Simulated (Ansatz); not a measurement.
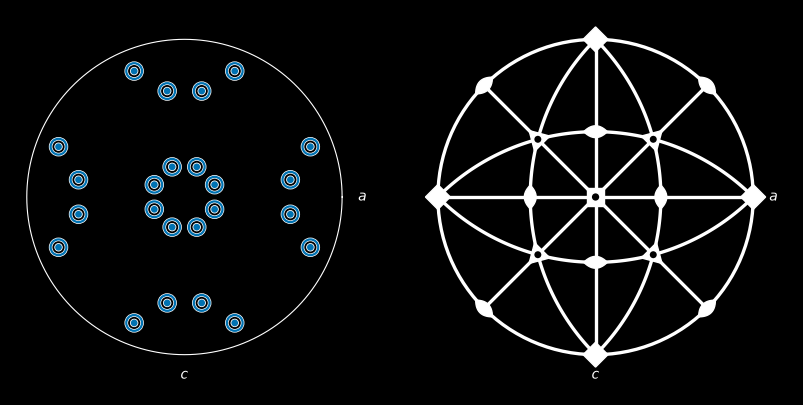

Stereographic projection: filled dots lie in the upper hemisphere, open rings in the lower; heavy lines are mirror planes (a heavy rim: a mirror in the plane of the page); lens, triangle, square and hexagon are 2-, 3-, 4- and 6-fold axes, a lens in an open square is −4, a triangle in an open hexagon −6; thin dashed diameters join the ends of axes that lie in the page; a small open circle marks inversion. The b axis points at the viewer. Left: one general form; right: the symmetry elements. Computed from the symmetry operations of a computed or model structure of composition Ru, which need not be its known form.

Which point group is this?

Answer. m-3m (Oh), order 48, cubic system: three fourfold axes, four threefold axes, six twofold axes, nine mirror planes, an inversion centre.

Which physical properties does it allow?

Answer. It is centrosymmetric, so neither piezoelectric nor pyroelectric; it is not chiral.
